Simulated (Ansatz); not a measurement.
# A series of single points on CsPbCl3

System: CsPbCl3 (5 atoms in the cell).
Method: DFT r2SCAN, scalar-relativistic, plane waves, PAW, no spin polarisation (Ansatz 0.2.0).

The 7 runs differ only in the geometry, by a strain of the cell at fixed fractional positions. Against run 4, the strain is εzz = η. The structure derives from a Materials Project entry.

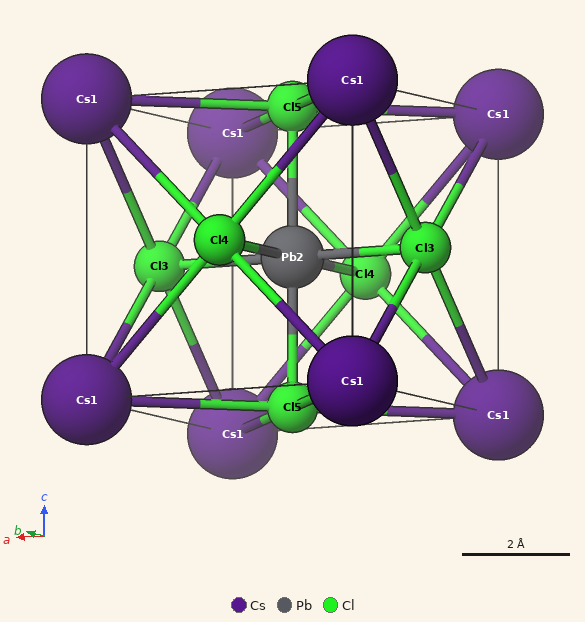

Figure 1. The structure of run 4 (ball-and-stick view of the cell of the calculation, seen at an oblique angle; atoms are numbered from 1 in the order of the input).

## Input of run 4
```yaml
crystal:
  lattice:
    - [5.6758069162, 0.0, 0.0]
    - [0.0, 5.6758069162, 0.0]
    - [0.0, 0.0, 5.6758069162]
  atoms:
    - { symbol: Cs, position: [0.0, 0.0, 0.0] }
    - { symbol: Pb, position: [0.5, 0.5, 0.5] }
    - { symbol: Cl, position: [0.0, 0.5, 0.5] }
    - { symbol: Cl, position: [0.5, 0.0, 0.5] }
    - { symbol: Cl, position: [0.5, 0.5, 0.0] }
basis:
  ecutwfc: 500
kpoints:
  mp_grid: { grid: [6, 6, 6] }
  band_path: { path: [VBM, CBM], npoints: 2 }
hamiltonian:
  xc: r2scan
scf:
  occupations: { method: gaussian, width: 0.02 }
output:
  forces: true
  stress: true
  eigenvalues: true
checkpoint:
  read: start.run
  write: ck
  compress: false
  write_wavefunctions: false
  write_every: 100000
```

Command:
```bash
ansatz run input.yaml --threads 1 --pin off --max-ram 2560MiB --backend cpu --events-out ev --progress --plain --runs-dir out
```

Lattice vectors (Å) and fractional positions of run 4:
```
   5.675807    0.000000    0.000000
   0.000000    5.675807    0.000000
   0.000000    0.000000    5.675807
Cs  0.000000  0.000000  0.000000
Pb  0.500000  0.500000  0.500000
Cl  0.000000  0.500000  0.500000
Cl  0.500000  0.000000  0.500000
Cl  0.500000  0.500000  0.000000
```

Run 3 differs from it as follows:
```diff
-    - [0.0, 0.0, 5.6758069162]
+    - [0.0, 0.0, 5.5622907778]
```

## Results, with one run withheld

```tsv
run	strain parameter η (%)	free energy per atom, from the lowest run given (meV)	pressure (GPa)	gap on the mesh (eV)
1	−6.0000	29.64	2.00	1.93
2	−4.0000	12.03	1.19	2.14
3	−2.0000	?	?	?
4	0.0000	0.00	−0.03	2.46
5	2.0000	2.56	−0.48	2.45
6	4.0000	9.24	−0.84	2.43
7	6.0000	19.12	−1.13	2.41
```

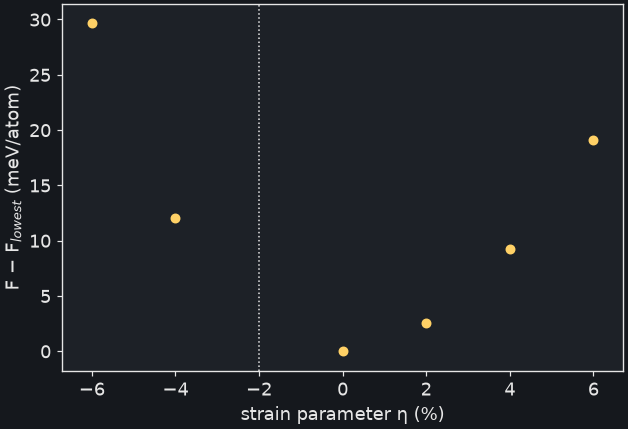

Figure 2. Free energy per atom of the runs given; the dotted line marks run 3.

What should run 3 give?

A cubic polynomial in the coordinate, fitted to the 6 runs given, misses them by at most 0.12 meV per atom. With x = η − 0.3333, it reads F = −0.013549 + 0.52049 x + 0.65249 x² − 0.02649 x³ (meV per atom). At run 3 it gives 2.66 meV per atom, and the run itself gives 2.70. The fit has its minimum at η = −0.0563 %. The gap on the mesh lies between 1.93 eV (run 1) and 2.46 eV (run 4); run 3 has 2.31 eV. These are gaps of this functional on this mesh, which can miss the band edges; they aren't the measured gap.

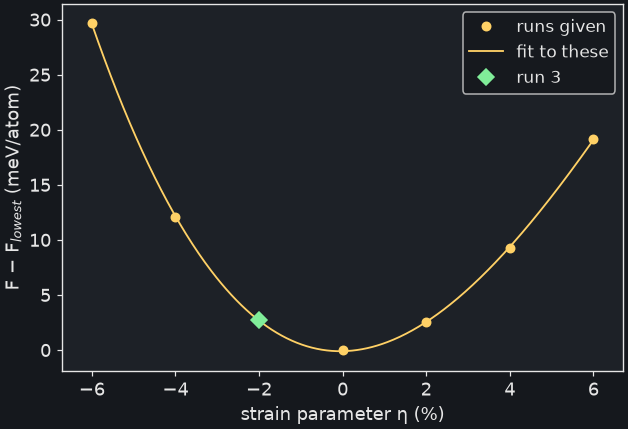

Figure 3. The fit and the withheld run.

## Output, shortened to warnings, some set-up lines, iterations and results (run 3)
```
Basis set: ecut = 500 eV, 4577 PW (Γ), exchange–correlation on 180×180×180 points (64 copies of the dense FFT grid, shifted against one another)
Symmetry: 16 space group operations
k-points: 40 of 216
Initial density: read from a saved state, or passed on in memory by an earlier SCF of this step, an earlier step, the calling program or the single point that the run made first
[...]
SCF iter   1: F=—  HF=-20866.154659 eV  |F-HF|=—  |Δ(HF+E_count)|=         —  Δρ=3.33e-6  dr2=2.78e-8  dr2_τ=1.51e-9  ethr=1.27e-7  ⟨swp⟩=3.2  Hψ=9240  notcnv=0
SCF iter   2: F=-20866.154659 eV  HF=-20866.154659 eV  |F-HF|=4.08e-9  |Δ(HF+E_count)|=   4.07e-9  Δρ=1.87e-6  dr2=1.23e-8  dr2_τ=3.16e-10  ethr=6.32e-11  ⟨swp⟩=7.9  Hψ=5416  …
SCF 1 converged in 2 iterations: F = -20866.154659 eV  dr2 = 1.23e-8
NSCF: frozen V_eff on 40 k-points
NSCF: frozen V_eff on 40 k-points
NSCF: frozen V_eff on 40 k-points
NSCF: frozen V_eff on 13 k-points
NSCF: frozen V_eff on 5 k-points
NSCF: frozen V_eff on 5 k-points
NSCF: frozen V_eff on 5 k-points
NSCF: frozen V_eff on 5 k-points
NSCF: frozen V_eff on 5 k-points
NSCF: frozen V_eff on 3 k-points
SCF converged after 2 iterations
Free energy (F): -20866.154659 eV
Harris-Foulkes:  -20866.154659 eV  (|F-HF|=4.08e-9)
Internal energy: -20866.154659 eV  (E = F + TS)
E sigma→0 (E₀):  -20866.154659 eV
Fermi energy:    4.810012 eV
--- Per-component energies (eV) ---
  E_band       = -267.092449
  E_kinetic    = 910.894471
  E_local      = -2687.731653  (includes V_loc(G=0)·N_el)
  E_nonlocal   = 465.092119
  E_hartree    = 1018.560563
  E_xc         = -684.971642
  E_vxc        = -689.459198  (∫ρ·V_xc dr)
  E_paw        = -17522.487721  (= ΣΔE_a)
  E_vpaw       = -342.028912  (= ΣTr[D̂ρ^β])
  E_aug_tail   = 0.000125  (compensation charges beyond the density's cutoff)
  E_vtau       = 39.017678  (kinetic-family band-sum trace: ∫τ·v_τ [+ j·A + Jᵃ·Aᵃ] dr)
  E_ewald      = -2366.117083
  E_core_change = 0.606161  (= ΣΔE_core)
  E_smearing   = -0.000000  (= −TS)
  E_closure    = 0.000000  (closes the sum)
  Σ components = -20866.154659   (vs F -20866.154659, Δ=0.00e0)
--- Forces (eV/Å), atoms counted from 1 ---
  atom   1  Cs    -0.00000000    -0.00000000     0.00000000
  atom   2  Pb     0.00000000     0.00000000     0.00000000
  atom   3  Cl     0.00000000    -0.00000000     0.00000000
  atom   4  Cl     0.00000000     0.00000000     0.00000000
  atom   5  Cl     0.00000000    -0.00000000     0.00000000
  max |Σ_I F_I| component: 1.83e-29 eV/Å
--- Stress (GPa, compression-positive) ---
        0.145576       0.000000       0.000000
        0.000000       0.145576       0.000000
        0.000000       0.000000       1.262258
  P = ⅓ Tr σ = 0.5178 GPa (5.178 kbar)
```

Notes: Spin–orbit coupling is left out, which matters for Pb.
